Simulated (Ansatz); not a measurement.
# Energy of SnO along a strain of the cell

System: SnO (Pmn2₁, 4 atoms in the cell).
Method: DFT PBEsol, scalar-relativistic, plane waves, PAW, no spin polarisation (Ansatz 0.2.0).

The 9 runs differ only in the geometry, by a strain of the cell at fixed fractional positions. Against run 5, the strain is εxx = η. The structure derives from a Materials Project entry.

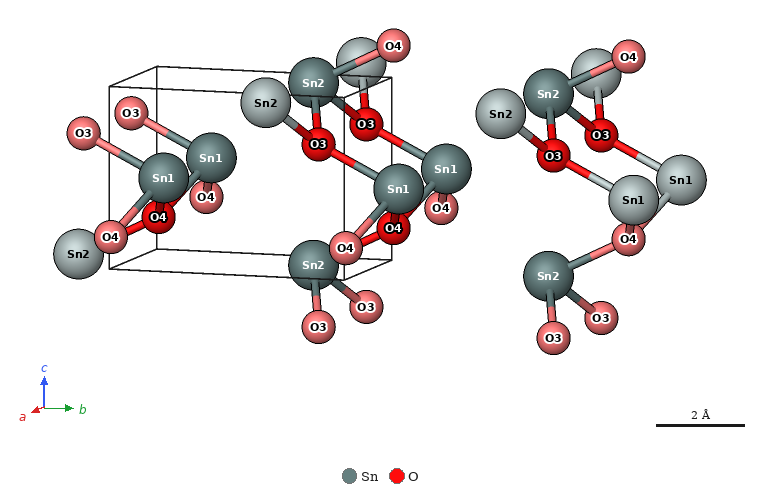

Figure 1. The structure of run 5 (ball-and-stick view of the cell of the calculation, repeated 1 × 2 × 1, seen slightly off an axis; neighbours outside the cell are drawn fainter; atoms are numbered from 1 in the order of the input). An atom can appear more than once, as a periodic image.

## Input of run 5
```yaml
crystal:
  lattice:
    - [3.438880125, 0.0, 0.0]
    - [0.0, 5.674104, 0.0]
    - [0.0, 0.0, 4.22197]
  atoms:
    - { symbol: Sn, position: [0.0, 0.231909, 0.513144] }
    - { symbol: Sn, position: [0.5, 0.768091, 0.013144] }
    - { symbol: O, position: [0.0, 0.89125, 0.736857] }
    - { symbol: O, position: [0.5, 0.10875, 0.236857] }
basis:
  ecutwfc: 420
kpoints:
  mp_grid: { grid: [8, 6, 6] }
hamiltonian:
  xc: pbesol
scf:
  occupations: { method: gaussian, width: 0.05 }
output:
  forces: true
  stress: true
  eigenvalues: true
```

Command:
```bash
ansatz run input.yaml --threads 1 --pin off --max-ram 2560MiB --backend cpu --events-out ev --progress --plain --runs-dir out
```

Run 8 differs from it as follows:
```diff
-    - [3.438880125, 0.0, 0.0]
+    - [3.6485679375, 0.0, 0.0]
```

## Results, with one run withheld

| run | strain parameter η (%) | free energy per atom, from the lowest run given (meV) | pressure (GPa) | gap on the mesh (eV) |
| --- | --- | --- | --- | --- |
| 1 | −12.1951 | 78.73 | 8.92 | 1.46 |
| 2 | −9.7561 | 32.79 | 5.01 | 1.41 |
| 3 | −7.3171 | 7.90 | 1.78 | 1.40 |
| 4 | −4.8780 | 0.00 | −0.88 | 1.38 |
| 5 | 0.0000 | 22.53 | −4.88 | 1.31 |
| 6 | 2.4390 | 48.03 | −6.38 | 1.30 |
| 7 | 4.8780 | 80.44 | −7.62 | 1.30 |
| 8 | 6.0976 | ? | ? | ? |
| 9 | 7.3171 | 118.36 | −8.65 | 1.33 |

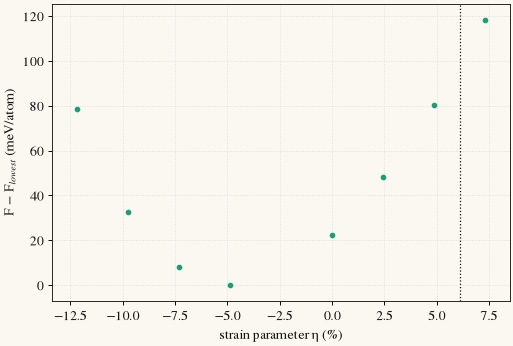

Figure 2. Free energy per atom of the runs given; the dotted line marks run 8.

Estimate the energy of run 8 from the others.

A cubic polynomial in the coordinate, fitted to the 8 runs given, misses them by at most 0.77 meV per atom. With x = η + 2.4390, it reads F = 4.9085 + 4.8118 x + 0.97922 x² − 0.029194 x³ (meV per atom). At run 8 it gives 99.18 meV per atom, and the run itself gives 98.80. The fit has its minimum at η = −4.6728 %. The gap on the mesh lies between 1.30 eV (run 6) and 1.46 eV (run 1); run 8 has 1.31 eV. These are gaps of this functional on this mesh, which can miss the band edges; they aren't the measured gap.

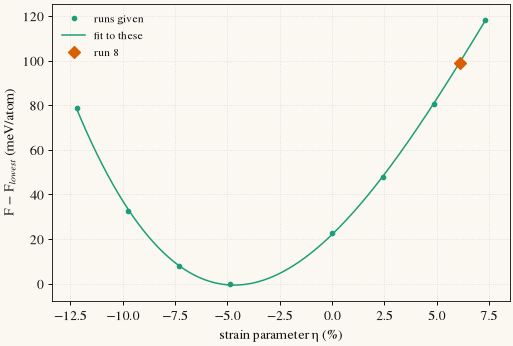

Figure 3. The fit and the withheld run.

## Output, shortened to warnings, some set-up lines, iterations and results (run 8)
```
Basis set: ecut = 420 eV, 1685 PW (Γ), exchange–correlation on 50×80×60 points (8 copies of the dense FFT grid, shifted against one another)
Symmetry: 4 space group operations
k-points: 80 of 288 (time reversal used)
Initial density: superposition of atomic densities (neutral atoms: chi_scale 0, normalization atom), corrected by the library's trained network
[...]
SCF iter   1: F=—  HF=-13020.662280 eV  |F-HF|=—  |Δ(HF+E_count)|=         —  Δρ=1.36e-2  dr2=1.60e-1  ethr=1.77e-3  ⟨swp⟩=6.1  Hψ=9156  notcnv=0
SCF iter   2: F=—  HF=-13020.638650 eV  |F-HF|=—  |Δ(HF+E_count)|=   2.36e-2  Δρ=7.49e-3  dr2=4.31e-2  ethr=4.00e-4  ⟨swp⟩=2.2  Hψ=3650  notcnv=0
SCF iter   3: F=—  HF=-13020.629728 eV  |F-HF|=—  |Δ(HF+E_count)|=   8.92e-3  Δρ=1.00e-3  dr2=5.74e-4  ethr=1.08e-4  ⟨swp⟩=2.0  Hψ=2788  notcnv=0
SCF iter   4: F=—  HF=-13020.629823 eV  |F-HF|=—  |Δ(HF+E_count)|=   9.45e-5  Δρ=2.56e-4  dr2=6.38e-5  ethr=1.44e-6  ⟨swp⟩=2.0  Hψ=3520  notcnv=0
SCF iter   5: F=—  HF=-13020.629832 eV  |F-HF|=—  |Δ(HF+E_count)|=   9.61e-6  Δρ=1.03e-4  dr2=9.92e-6  ethr=1.59e-7  ⟨swp⟩=2.0  Hψ=3520  notcnv=0
SCF iter   6: F=—  HF=-13020.629830 eV  |F-HF|=—  |Δ(HF+E_count)|=   2.76e-6  Δρ=2.60e-5  dr2=7.93e-7  ethr=2.48e-8  ⟨swp⟩=2.0  Hψ=3333  notcnv=0
SCF iter   7: F=-13020.629830 eV  HF=-13020.629830 eV  |F-HF|=3.34e-8  |Δ(HF+E_count)|=   2.65e-8  Δρ=7.04e-6  dr2=4.97e-8  ethr=2.50e-10  ⟨swp⟩=6.9  Hψ=9156  notcnv=0
SCF 1 converged in 7 iterations: F = -13020.629830 eV  dr2 = 4.97e-8
SCF converged after 7 iterations
Free energy (F): -13020.629830 eV
Harris-Foulkes:  -13020.629830 eV  (|F-HF|=3.34e-8)
Internal energy: -13020.629830 eV  (E = F + TS)
E sigma→0 (E₀):  -13020.629830 eV
Fermi energy:    6.857189 eV
--- Per-component energies (eV) ---
  E_band       = -291.734369
  E_kinetic    = 714.026564
  E_local      = -3088.920169  (includes V_loc(G=0)·N_el)
  E_nonlocal   = 35.150308
  E_hartree    = 1600.038741
  E_xc         = -901.510504
  E_vxc        = -376.817766  (∫ρ·V_xc dr)
  E_paw        = -8431.296200  (= ΣΔE_a)
  E_vpaw       = -775.259704  (= ΣTr[D̂ρ^β])
  E_aug_tail   = 0.004702  (compensation charges beyond the density's cutoff)
  E_ewald      = -2948.763526
  E_core_change = 0.640255  (= ΣΔE_core)
  E_smearing   = -0.000000  (= −TS)
  E_closure    = -0.000000  (closes the sum)
  Σ components = -13020.629830   (vs F -13020.629830, Δ=0.00e0)
--- Forces (eV/Å), atoms counted from 1 ---
  atom   1  Sn     0.00000000    -1.16584706    -0.44884949
  atom   2  Sn     0.00000000     1.16584706    -0.44884949
  atom   3  O      0.00000000     0.08718926     0.44886755
  atom   4  O      0.00000000    -0.08718926     0.44886755
  max |Σ_I F_I| component: 3.61e-5 eV/Å
--- Stress (GPa, compression-positive) ---
      -12.106753       0.000000       0.000000
        0.000000      -6.225101       0.000000
        0.000000       0.000000      -6.157008
  P = ⅓ Tr σ = -8.1630 GPa (-81.630 kbar)
```
